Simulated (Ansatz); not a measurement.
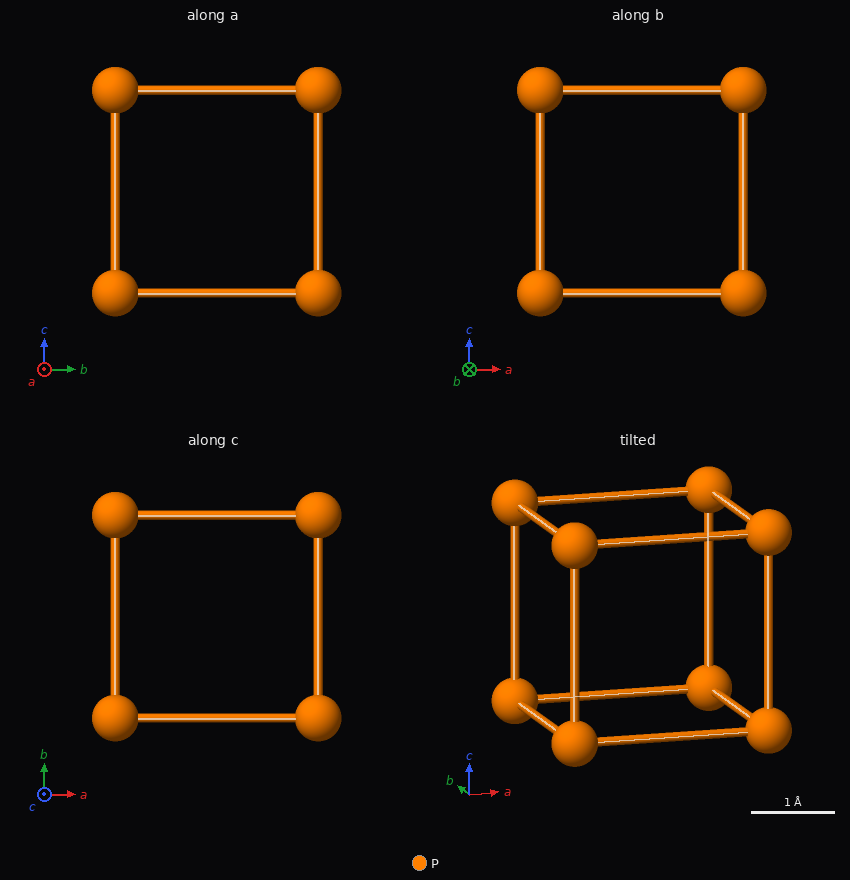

The crystal in a ball-and-stick representation, seen along the a axis, along the b axis, along the c axis and slightly off an axis. The wireframe shows the conventional unit cell.

Lattice parameters: a = 2.446 Å, b = 2.446 Å, c = 2.446 Å, α = 90.00°, β = 90.00°, γ = 90.00°. Put a along x and b in the xy plane.

Give the structure in the form of a POSCAR file.

```
P
1.0
     2.446    0.000    0.000
     0.000    2.446    0.000
     0.000    0.000    2.446
P
1
Direct
  0.0000 0.0000 0.0000
```

Source of the structure: a structure type filled with this element by a generator (whether the element takes this form wasn't checked). Earlier steps of the study may have refined or changed the cell and positions. It was run through Ansatz as a DFT input.
